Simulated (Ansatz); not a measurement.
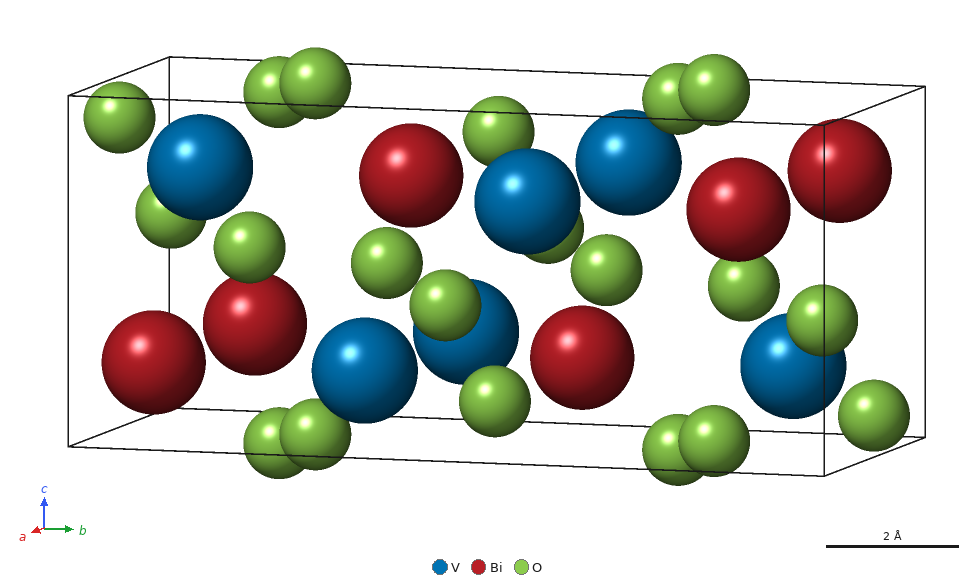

The crystal in a spheres-only representation, seen slightly off an axis. The lines enclose the conventional unit cell; boundary atoms appear with their images.

VBiO4, space group Pbcn (No. 60), a = 5.08 Å, b = 12.08 Å, c = 5.39 Å, α = 90.00°, β = 90.00°, γ = 90.00°.

Setup: DFT, PBE, plane waves, PAW (Ansatz); a 420 eV plane-wave basis, a 4×2×4 mesh of k-points, Fermi-Dirac smearing of 0.02 eV, no spin polarisation.

What is the electronic character?

Answer. A semiconductor at this level, with a gap of 2.54 eV, indirect; the smallest direct gap is 2.64 eV.

Starting structure: a structure listed in the Materials Project. This is the structure after a relaxation with Ansatz 0.2.0, DFT, PBE, plane waves, PAW.
